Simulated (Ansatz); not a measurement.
## Mo: geometry relaxation (part 2 of 2)

Continued. System: Mo (slab, 6 atoms in the cell). Method: DFT PBEsol, scalar-relativistic, plane waves, PAW, PAW set soft_1, no spin polarisation (Ansatz 0.2.0); cutoff 420 eV, 9×9×1 k-mesh, Gaussian smearing of 0.1 eV. The structure derives from an entry of the Crystallography Open Database. The input holds or restrains some coordinates. Forces given for the steps count only the free coordinates.

Geometry of the input (Å; fractional positions):
```
4.4257  0.0000  0.0000
-2.2128  3.8328  0.0000
0.0000  0.0000  18.5169
Mo 0.6667  0.3333  0.3780
Mo 0.3333  0.6667  0.4268
Mo 0.0000  0.0000  0.4756
Mo 0.6667  0.3333  0.5244
Mo 0.3333  0.6667  0.5732
Mo 0.0000  0.0000  0.6220
```

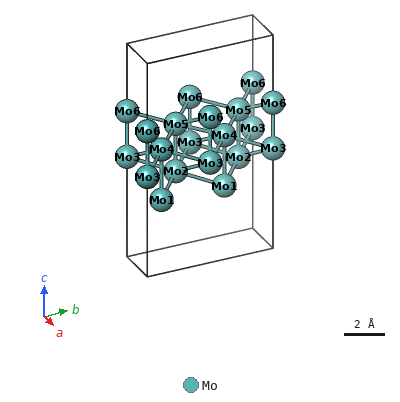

Figure 1. The geometry at step 3 of the log (ball-and-stick view of the 1 × 2 repeat of the cell, with the vacuum cut short, seen slightly off an axis; atoms are numbered from 1 in the order of the input).

## The program's output, continued
```
SCF iter   1: F=—  HF=-29377.446871 eV  |F-HF|=—  |Δ(HF+E_count)|=         —  Δρ=4.84e-4  dr2=1.02e-3  ethr=2.85e-5  p=-0.020 e·Å  D=-1.17e-2 V/Å  ΔV_dip=0.22 eV  dr2_dipole=1.08e-4  V_vac-E_F(+/−)=3.97/3.75 eV  ⟨swp⟩=2.0  Hψ=881  notcnv=0
efield: sawtooth ramp at fractional position 0.9800 (handed on by an earlier solve), width 0.0400; the density the first Hamiltonian is built on has a dipole p = -0.020 e·Å; the dipole correction subtracts the counter field D = -1.17e-2 V/Å, which shifts the + side's vacuum level by +0.22 eV against the − side's; the planar-averaged density in the ramp window peaks in size at 5.2e-6 e/Å³
preconditioner: auto → LDOS  [metal: Δε(μ)=0.053 eV  Ē_g=3.663 eV  σ=0.100 eV  W_gap=0.28  n_scr=66 (ndim 8)  ℏωp=12.6 eV  f_vac=0.591  D(μ)=8.40/eV (n_scr^D=66)  β→1.0]
SCF iter   2: F=—  HF=-29377.446796 eV  |F-HF|=—  |Δ(HF+E_count)|=   7.42e-5  Δρ=2.18e-4  dr2=2.52e-4  ethr=1.21e-6  p=-0.020 e·Å  D=-1.15e-2 V/Å  ΔV_dip=0.21 eV  dr2_dipole=1.02e-6  V_vac-E_F(+/−)=3.98/3.76 eV  ⟨swp⟩=2.0  Hψ=928  notcnv=0
SCF iter   3: F=—  HF=-29377.446773 eV  |F-HF|=—  |Δ(HF+E_count)|=   2.35e-5  Δρ=1.02e-4  dr2=7.45e-5  ethr=3.00e-7  p=-0.020 e·Å  D=-1.15e-2 V/Å  ΔV_dip=0.21 eV  dr2_dipole=3.09e-6  V_vac-E_F(+/−)=3.98/3.76 eV  ⟨swp⟩=3.3  Hψ=1247  notcnv=0
SCF iter   4: F=—  HF=-29377.446921 eV  |F-HF|=—  |Δ(HF+E_count)|=   1.48e-4  Δρ=3.48e-5  dr2=7.65e-6  ethr=8.87e-8  p=-0.020 e·Å  D=-1.15e-2 V/Å  ΔV_dip=0.21 eV  dr2_dipole=7.30e-8  V_vac-E_F(+/−)=3.98/3.77 eV  ⟨swp⟩=2.3  Hψ=742  notcnv=0
SCF iter   5: F=—  HF=-29377.446920 eV  |F-HF|=—  |Δ(HF+E_count)|=   4.45e-7  Δρ=8.44e-6  dr2=9.85e-7  ethr=9.11e-9  p=-0.020 e·Å  D=-1.15e-2 V/Å  ΔV_dip=0.21 eV  dr2_dipole=6.66e-8  V_vac-E_F(+/−)=3.98/3.77 eV  ⟨swp⟩=2.2  Hψ=840  notcnv=0
SCF iter   6: F=-29377.446921 eV  HF=-29377.446921 eV  |F-HF|=3.67e-8  |Δ(HF+E_count)|=   9.73e-8  Δρ=3.33e-6  dr2=9.20e-8  ethr=1.19e-10  p=-0.020 e·Å  D=-1.14e-2 V/Å  ΔV_dip=0.21 eV  dr2_dipole=1.34e-9  V_vac-E_F(+/−)=3.98/3.77 eV  ⟨swp⟩=9.8  Hψ=3153  notcnv=0
SCF 5 converged in 6 iterations: F = -29377.446921 eV  dr2 = 9.20e-8
relax step   5: F+E_penalty+E_count = -29377.44692055 eV  Δ(F+E_penalty+E_count) = -5.459e-4 eV  max|allowed force component| = 1.890e-2 eV/Å  Δτ_max = 0.0050 Å  (6 SCF iters, accepted)
```

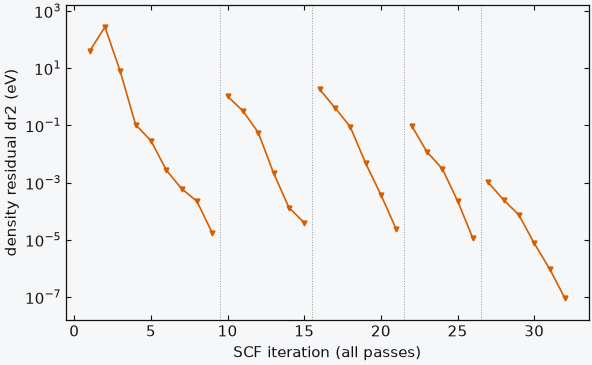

Figure 2. Convergence of the self-consistent field: density residual dr2 against the SCF iteration. The dotted lines part the SCF passes of the relaxation: geometry steps, rejected trials and re-solves on a re-selected basis. The 5 passes take 5 to 9 iterations each, 32 in all.

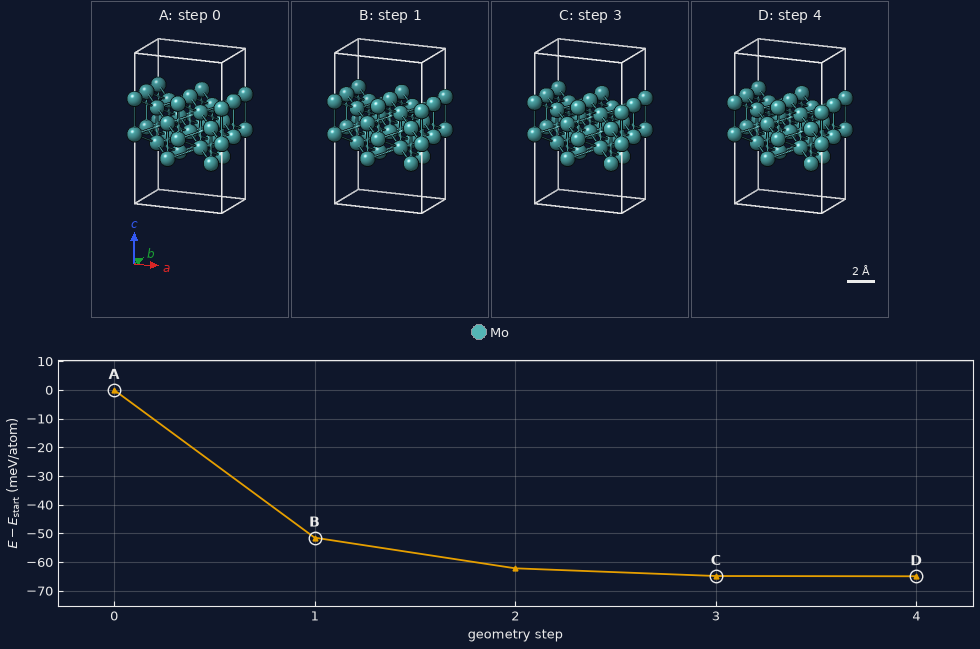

Figure 3. Frames of the restrained relaxation (ball-and-stick view of the 2 × 2 repeat of the cell, with the vacuum cut short, seen slightly off an axis) above the curves, on which the letters mark them (the first geometry is step 0 here and step 1 in the log).

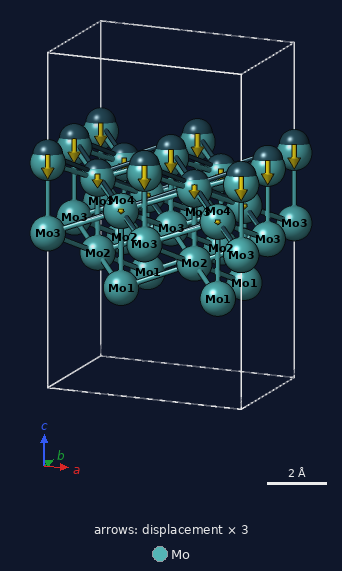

Figure 4. Start (faint) and end (solid) with the displacements as yellow arrows, magnified 3 times (ball-and-stick view of the 2 × 2 repeat of the cell, with the vacuum cut short, seen slightly off an axis). The atom that moves furthest is Mo6 (0.29 Å). The cell doesn't change. Distances before and after: Mo3–Mo6 2.710 → 2.418 Å, Mo2–Mo5 2.710 → 2.537 Å, Mo1–Mo4 2.710 → 2.644 Å, Mo5–Mo6 2.710 → 2.673 Å. Among the angles that change: Mo3–Mo6–Mo5 70.5° → 72.9°, Mo5–Mo6–Mo5 109.5° → 111.8°. After 4 geometry steps the energy has fallen by 64.9 meV per atom. Largest force component: 2 eV/Å at the start, 0.019 eV/Å at the end. (Atoms are counted from 1 in the order of the input.)

```
SCF converged after 6 iterations
Free energy (F): -29377.446921 eV
Harris-Foulkes:  -29377.446921 eV  (|F-HF|=3.67e-8)
Internal energy: -29377.404896 eV  (E = F + TS)
E sigma→0 (E₀):  -29377.425908 eV
Entropy (-TS):   -0.042025 eV (-7.004 meV/atom)
Fermi energy:    3.577370 eV
Dipole field:    D = -0.011393 V/Å  (p = -0.019775 e·Å, saw-weighted, corrected)
Work function:   Φ+ = 3.9802 eV   Φ− = 3.7692 eV
Levels:          The Fermi level and band energies are counted from a zero that moves with the ramp; work functions are not
--- Per-component energies (eV) ---
  E_band       = -1774.325752
  E_kinetic    = 2529.750944
  E_local      = -65358.388685  (includes V_loc(G=0)·N_el)
  E_nonlocal   = 910.566080
  E_hartree    = 31209.413280
  E_xc         = -1043.419598
  E_vxc        = -1304.858534  (∫ρ·V_xc dr)
  E_paw        = -18928.898766  (= ΣΔE_a)
  E_vpaw       = -970.196399  (= ΣTr[D̂ρ^β])
  E_aug_tail   = 0.000290  (compensation charges beyond the density's cutoff)
  E_efield     = 0.000113  (sawtooth field / dipole correction)
  E_vefield    = -0.084576  (∫n·V_field dr)
  E_ewald      = 21302.315647
  E_core_change = 1.255800  (= ΣΔE_core)
  E_smearing   = -0.042025  (= −TS)
  E_closure    = 0.000000  (closes the sum)
  Σ components = -29377.446921   (vs F -29377.446921, Δ=0.00e0)
--- Forces (eV/Å), atoms counted from 1 ---
  atom   1  Mo     0.00000000     0.00000000     1.65575665
  atom   2  Mo     0.00000000     0.00000000    -0.17098305
  atom   3  Mo    -0.00000000     0.00000000    -1.47181623
  atom   4  Mo    -0.00000000     0.00000000    -0.01890145
  atom   5  Mo    -0.00000000     0.00000000    -0.00238252
  atom   6  Mo     0.00000000     0.00000000     0.00829449
  max |Σ_I F_I| component: 3.21e-5 eV/Å
--- Band table (eV; the first three rows and the last of 12) ---
  k-point 0: bands = ["-57.4916", "-57.2395", "-57.1878", "-57.1527", "-57.0160", "-56.9354", "-32.0155", "-31.8711", "-31.8711", "-31.8220", "-31.7651", "-31.7651", "-31.6092", "-31.4859", "-31.4859", "-31.1461", "-31.1461", "-31.0265", "-30.9317", "-30.8219", "-30.8219", "-30.7185", "-30.7156", "-30.7156", "-2.5707", "-1.3036", "-1.3036", "-0.1797", "0.5318", "0.5318", "0.8807", "0.8841", "0.8841", "1.0475", "1.5668", "1.5668", "1.7904", "2.3131", "2.3131", "2.3236", "2.3236", "2.5994", "3.5013", "4.7863", "4.7863", "4.8908", "4.8908", "5.1752", "5.3572", "5.3572", "5.7486"]
  k-point 1: bands = ["-57.4808", "-57.2371", "-57.1920", "-57.1535", "-57.0189", "-56.9414", "-32.0369", "-31.9625", "-31.9323", "-31.8350", "-31.6892", "-31.6679", "-31.6211", "-31.4776", "-31.4471", "-31.1367", "-31.1271", "-31.0249", "-30.9374", "-30.8417", "-30.8217", "-30.7485", "-30.7155", "-30.7082", "-2.4080", "-1.2102", "-1.2041", "-0.2758", "0.3678", "0.4571", "0.6139", "0.7839", "0.9483", "1.1333", "1.5895", "1.6715", "1.9708", "2.2003", "2.3658", "2.5530", "2.5761", "2.6747", "3.5829", "4.5999", "4.6280", "4.8938", "4.9265", "5.2171", "5.2971", "5.3926", "5.7098"]
  k-point 2: bands = ["-57.4500", "-57.2352", "-57.2032", "-57.1530", "-57.0267", "-56.9572", "-32.1010", "-32.0770", "-31.9576", "-31.8462", "-31.6704", "-31.6426", "-31.5151", "-31.4251", "-31.3491", "-31.1236", "-31.1152", "-31.0420", "-30.9266", "-30.9054", "-30.8223", "-30.7909", "-30.7149", "-30.6973", "-1.9659", "-0.9989", "-0.9140", "-0.4703", "0.0157", "0.3676", "0.4144", "0.7475", "1.0250", "1.1502", "1.5798", "1.7034", "1.9184", "2.1975", "2.5017", "2.9103", "2.9163", "3.2876", "3.7412", "4.2287", "4.3748", "4.8684", "4.9917", "5.0924", "5.1310", "5.2800", "5.6102"]
  k-point 11: bands = ["-57.3085", "-57.2884", "-57.2546", "-57.1220", "-57.0543", "-57.0017", "-32.2092", "-32.1210", "-31.9670", "-31.7969", "-31.7812", "-31.6720", "-31.4642", "-31.3292", "-31.2344", "-31.1149", "-31.0891", "-31.0117", "-30.9937", "-30.8663", "-30.8387", "-30.7741", "-30.7638", "-30.6709", "-0.8306", "-0.7300", "-0.6206", "-0.3435", "-0.2707", "-0.1621", "1.0479", "1.0964", "1.1113", "1.3618", "1.5134", "1.6474", "2.3460", "2.3556", "2.4980", "2.9069", "3.0019", "3.3838", "3.7713", "4.1372", "4.2717", "4.3127", "4.5743", "4.5984", "4.9133", "4.9827", "5.2642"]
--- Relaxed structure (5 steps of the walk, 5 accepted, 0 SCFs on fresh bases) ---
  F+E_penalty+E_count = -29377.44692055 eV   max|allowed force component| = 1.890e-2 eV/Å
  atoms:
    - { symbol: Mo, position: [0.6666666666666666, 0.3333333333333333, 0.3780321546999999] }
    - { symbol: Mo, position: [0.3333333333333333, 0.6666666666666666, 0.42681929279999997] }
    - { symbol: Mo, position: [0.0, 0.0, 0.4756064308999998] }
    - { symbol: Mo, position: [0.6666666666666666, 0.3333333333333333, 0.5207933979236429] }
    - { symbol: Mo, position: [0.3333333333333333, 0.6666666666666666, 0.5638462014637835] }
    - { symbol: Mo, position: [-1.840033468867565e-29, 2.443148690300356e-18, 0.6061891210131293] }
```

## Trajectory as extended XYZ (Å, eV, eV/Å), 5 frames, from step=1 to step=5
```
6
Lattice="4.4257 0.0000 0.0000 -2.2128 3.8328 0.0000 0.0000 0.0000 18.5169" Properties=species:S:1:pos:R:3:forces:R:3 step=1 energy=-29377.05743
Mo    2.2128    1.2776    7.0000    0.0000   0.0000   2.0325
Mo    0.0000    2.5552    7.9034    0.0000   0.0000   0.5109
Mo    0.0000    0.0000    8.8068    0.0000   0.0000  -0.0883
Mo    2.2128    1.2776    9.7102    0.0000   0.0000   0.0883
Mo    0.0000    2.5552   10.6136    0.0000   0.0000  -0.5109
Mo    0.0000    0.0000   11.5169    0.0000   0.0000  -2.0325
6
Lattice="4.4257 0.0000 0.0000 -2.2128 3.8328 0.0000 0.0000 0.0000 18.5169" Properties=species:S:1:pos:R:3:forces:R:3 step=2 energy=-29377.36617
Mo    2.2128    1.2776    7.0000    0.0000   0.0000   1.7853
Mo    0.0000    2.5552    7.9034    0.0000   0.0000   0.4557
Mo    0.0000    0.0000    8.8068    0.0000   0.0000  -0.7306
Mo    2.2128    1.2776    9.7079    0.0000   0.0000  -0.1197
Mo    0.0000    2.5552   10.5506    0.0000   0.0000  -0.7868
Mo    0.0000    0.0000   11.3209    0.0000   0.0000  -0.6045
6
Lattice="4.4257 0.0000 0.0000 -2.2128 3.8328 0.0000 0.0000 0.0000 18.5169" Properties=species:S:1:pos:R:3:forces:R:3 step=3 energy=-29377.43027
Mo    2.2128    1.2776    7.0000    0.0000   0.0000   1.6668
Mo    0.0000    2.5552    7.9034    0.0000   0.0000  -0.5081
Mo    0.0000    0.0000    8.8068    0.0000   0.0000  -1.7352
Mo    2.2128    1.2776    9.6445    0.0000   0.0000  -0.1259
Mo    0.0000    2.5552   10.3889    0.0000   0.0000   0.6163
Mo    0.0000    0.0000   11.2024    0.0000   0.0000   0.0831
6
Lattice="4.4257 0.0000 0.0000 -2.2128 3.8328 0.0000 0.0000 0.0000 18.5169" Properties=species:S:1:pos:R:3:forces:R:3 step=4 energy=-29377.44637
Mo    2.2128    1.2776    7.0000    0.0000   0.0000   1.6745
Mo    0.0000    2.5552    7.9034    0.0000   0.0000  -0.2009
Mo    0.0000    0.0000    8.8068    0.0000   0.0000  -1.4453
Mo    2.2128    1.2776    9.6484    0.0000   0.0000  -0.0460
Mo    0.0000    2.5552   10.4357    0.0000   0.0000   0.0935
Mo    0.0000    0.0000   11.2294    0.0000   0.0000  -0.0744
6
Lattice="4.4257 0.0000 0.0000 -2.2128 3.8328 0.0000 0.0000 0.0000 18.5169" Properties=species:S:1:pos:R:3:forces:R:3 step=5 energy=-29377.44692
Mo    2.2128    1.2776    7.0000    0.0000   0.0000   1.6558
Mo    0.0000    2.5552    7.9034    0.0000   0.0000  -0.1710
Mo    0.0000    0.0000    8.8068    0.0000   0.0000  -1.4718
Mo    2.2128    1.2776    9.6435    0.0000   0.0000  -0.0189
Mo    0.0000    2.5552   10.4407    0.0000   0.0000  -0.0024
Mo    0.0000    0.0000   11.2248    0.0000   0.0000   0.0083
```

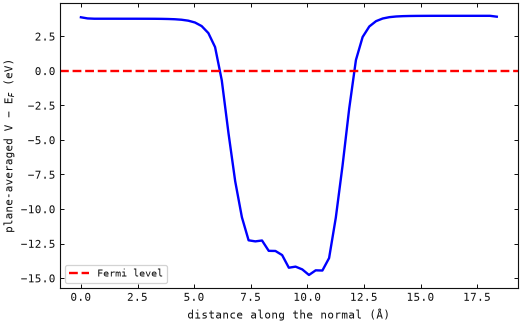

Figure 5. Plane average of the electrostatic potential energy of an electron across the cell, from the Fermi level. The vacuum level lies 3.98 eV above the Fermi level on the upper side and 3.77 eV on the lower.
